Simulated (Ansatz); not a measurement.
# Mn: 6 runs along one coordinate

System: Mn (Im-3m, 1 atom in the cell).
Method: DFT, LDA (PW92), plane waves (420 eV) with PAW, scalar-relativistic, no spin polarisation (Ansatz 0.2.0).

The 6 runs differ only in the geometry, by an even scaling of the cell at fixed fractional positions.

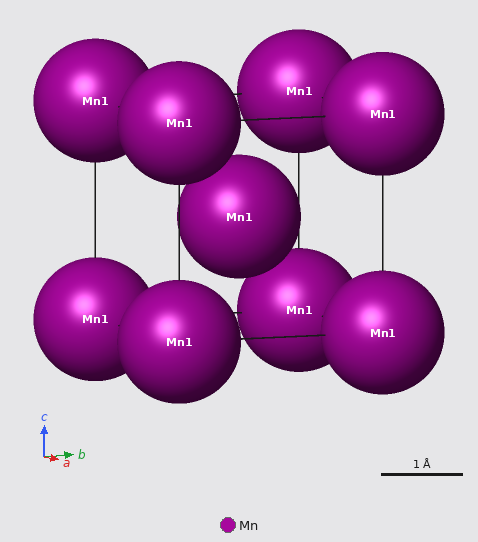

Figure 1. The structure of run 4 (spheres-only view of the cell 2 times as large as that of the calculation, set on its symmetry axes, seen slightly off an axis; atoms are numbered from 1 in the order of the input).

## Input of run 4
```yaml
crystal:
  lattice:
    - [-1.3632514138, 1.3632514138, 1.3632514138]
    - [1.3632514138, -1.3632514138, 1.3632514138]
    - [1.3632514138, 1.3632514138, -1.3632514138]
  atoms:
    - { symbol: Mn, position: [0.0, 0.0, 0.0] }
hamiltonian:
  xc: lda
  pseudopotentials:
    kind: paw
    azcp:
      Mn: "pseudopotentials/Mn.paw.azcp"
basis:
  ecutwfc: 420
  fft_grid_basis: typed
kpoints:
  mp_grid: { grid: [18, 18, 18], shift: [0, 0, 0] }
magnetization:
  spin_polarized: false
scf:
  occupations: { method: fermi_dirac, width: 0.1 }
  lower_state_search: "off"
output:
  stress: true
```

Run 5 differs from it as follows:
```diff
-    - [-1.3632514138, 1.3632514138, 1.3632514138]
-    - [1.3632514138, -1.3632514138, 1.3632514138]
-    - [1.3632514138, 1.3632514138, -1.3632514138]
+    - [-1.3986762761, 1.3986762761, 1.3986762761]
+    - [1.3986762761, -1.3986762761, 1.3986762761]
+    - [1.3986762761, 1.3986762761, -1.3986762761]
```

## Results, with one run withheld

```csv
run,volume per atom (Å³),"free energy per atom, from the lowest run given (meV)",pressure (GPa)
1,8.918,185.82,55.01
2,9.323,76.09,32.54
3,9.729,17.47,14.45
4,10.134,0.00,−0.12
5,10.945,?,?
6,11.350,121.73,−28.83
```

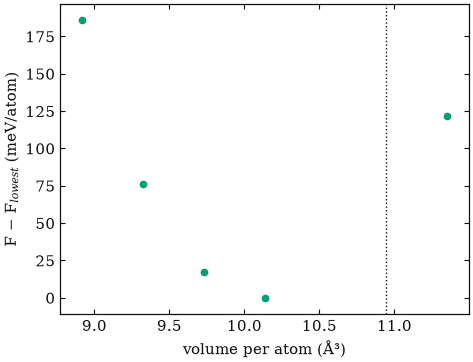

Figure 2. Free energy per atom of the runs given; the dotted line marks run 5.

What should run 5 give?

A cubic polynomial in V^(−2/3) (the Birch–Murnaghan form), fitted to the 5 runs given, misses them by at most 0.03 meV per atom. With x = V^(−2/3) − 0.21785 Å⁻², it reads F = 9.2906 + 4361.7 x + 5.1459e+05 x² + 4.746e+05 x³ (meV per atom). At run 5 it gives 57.97 meV per atom, and the run itself gives 58.00. The slope of the fit gives a pressure −dF/dV of −21.28 GPa there, and the run prints −21.27 GPa. The fit has its minimum at 10.131 Å³ per atom, where V d²F/dV² gives 326 GPa: the bulk modulus at this level, since symmetry fixes the shape and the positions.

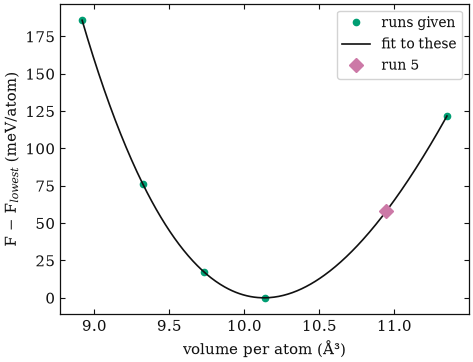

Figure 3. The fit and the withheld run.

## Output, shortened to warnings, some set-up lines, iterations and results (run 5)
```
Warning: [file] the record states the generating functional pbe (its physics header spells it `PBE`), which answers neither for hamiltonian.xc's functional nor for the lda family's — results may be inconsistent (PPs are generated against a specific XC)
Basis set: ecut = 420 eV, 201 PW (Γ)
Symmetry: 48 space group operations
k-points: 195 of 5832
Initial density: superposition of atomic densities (neutral atoms: chi_scale 0, normalization atom), corrected by the library's trained network
[...]
SCF iter   1: F=—  HF=-3841.174634 eV  |F-HF|=—  |Δ(HF+E_count)|=         —  Δρ=1.42e-2  dr2=9.17e-3  ethr=1.77e-3  ⟨swp⟩=4.1  Hψ=11169  notcnv=0
SCF iter   2: F=—  HF=-3841.173888 eV  |F-HF|=—  |Δ(HF+E_count)|=   7.46e-4  Δρ=7.93e-3  dr2=4.72e-3  ethr=6.11e-5  ⟨swp⟩=2.8  Hψ=6018  notcnv=0
SCF iter   3: F=—  HF=-3841.172634 eV  |F-HF|=—  |Δ(HF+E_count)|=   1.25e-3  Δρ=3.27e-3  dr2=2.99e-4  ethr=3.15e-5  ⟨swp⟩=2.3  Hψ=3880  notcnv=0
SCF iter   4: F=—  HF=-3841.172628 eV  |F-HF|=—  |Δ(HF+E_count)|=   6.74e-6  Δρ=4.79e-4  dr2=9.40e-6  ethr=1.99e-6  ⟨swp⟩=1.1  Hψ=2409  notcnv=0
SCF iter   5: F=—  HF=-3841.172615 eV  |F-HF|=—  |Δ(HF+E_count)|=   1.23e-5  Δρ=3.10e-5  dr2=4.96e-8  ethr=6.27e-8  ⟨swp⟩=2.3  Hψ=3649  notcnv=0
SCF iter   6: F=-3841.172615 eV  HF=-3841.172615 eV  |F-HF|=4.91e-11  |Δ(HF+E_count)|=  9.88e-10  Δρ=2.23e-6  dr2=1.34e-10  ethr=3.31e-10  ⟨swp⟩=2.7  Hψ=7974  notcnv=0
SCF 1 converged in 6 iterations: F = -3841.172615 eV  dr2 = 1.34e-10
SCF converged after 6 iterations
Free energy (F): -3841.172615 eV
Harris-Foulkes:  -3841.172615 eV  (|F-HF|=4.91e-11)
Internal energy: -3841.096993 eV  (E = F + TS)
E sigma→0 (E₀):  -3841.134804 eV
Entropy (-TS):   -0.075622 eV (-75.622 meV/atom)
Fermi energy:    19.843309 eV
--- Per-component energies (eV) ---
  E_band       = -165.753262
  E_kinetic    = 308.101027
  E_local      = -1584.826101  (includes V_loc(G=0)·N_el)
  E_nonlocal   = 241.008961
  E_hartree    = 655.457157
  E_xc         = -115.018027
  E_vxc        = -148.049415  (∫ρ·V_xc dr)
  E_paw        = -1238.706622  (= ΣΔE_a)
  E_vpaw       = -292.902477  (= ΣTr[D̂ρ^β])
  E_aug_tail   = -0.000009  (compensation charges beyond the density's cutoff)
  E_ewald      = -2107.497333
  E_core_change = 0.383953  (= ΣΔE_core)
  E_smearing   = -0.075622  (= −TS)
  E_closure    = -0.000000  (closes the sum)
  Σ components = -3841.172615   (vs F -3841.172615, Δ=0.00e0)
--- Stress (GPa, compression-positive) ---
      -21.272402       0.000000      -0.000000
        0.000000     -21.272402      -0.000000
        0.000000       0.000000     -21.272402
  P = ⅓ Tr σ = -21.2724 GPa (-212.724 kbar)
```

Warnings of the run: the PAW datasets were made with another functional. The run has no spin polarisation, so a magnetic state may lie lower.
